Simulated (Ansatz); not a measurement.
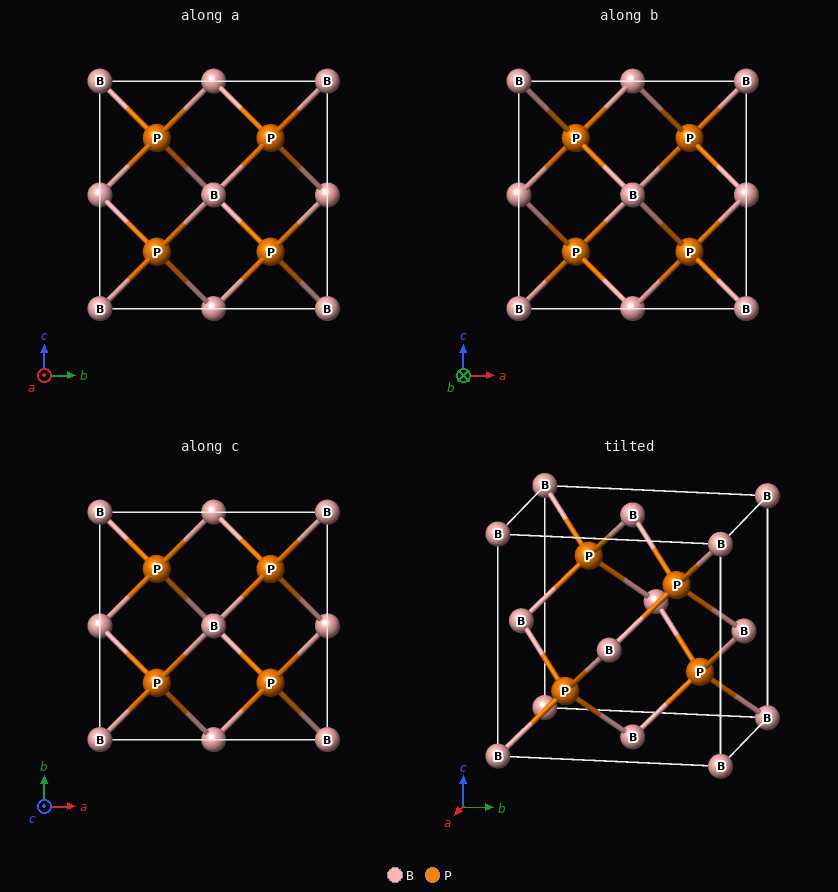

Drawn in the ball-and-stick manner and seen along the a axis, along the b axis, along the c axis and slightly off an axis. Atoms at the boundary of the conventional unit cell (the box) are drawn once for each face, edge or corner they touch.

Lattice parameters: a = 4.5366 Å, b = 4.5366 Å, c = 4.5366 Å, α = 90.000°, β = 90.000°, γ = 90.000°.

Q: Turn the picture into a CIF in P1 with every atom of the cell.

A:
```cif
data_structure
_symmetry_space_group_name_H-M 'P 1'
_symmetry_Int_Tables_number 1
_cell_length_a 4.5366
_cell_length_b 4.5366
_cell_length_c 4.5366
_cell_angle_alpha 90.000
_cell_angle_beta 90.000
_cell_angle_gamma 90.000
_cell_volume 93.37
loop_
_atom_site_label
_atom_site_type_symbol
_atom_site_fract_x
_atom_site_fract_y
_atom_site_fract_z
_atom_site_occupancy
B1 B 0.0000 0.0000 0.0000 1
P1 P 0.2500 0.2500 0.7500 1
B2 B 0.0000 0.5000 0.5000 1
P2 P 0.2500 0.7500 0.2500 1
B3 B 0.5000 0.0000 0.5000 1
P3 P 0.7500 0.2500 0.2500 1
B4 B 0.5000 0.5000 0.0000 1
P4 P 0.7500 0.7500 0.7500 1
```

Provenance: a structure type filled with these elements by a generator (whether the compound takes this form wasn't checked). Earlier steps of the study, as a rule a relaxation of our own, may have changed the cell and positions, so they can lie some per cent off the listed ones. A calculation with Ansatz used it as input.
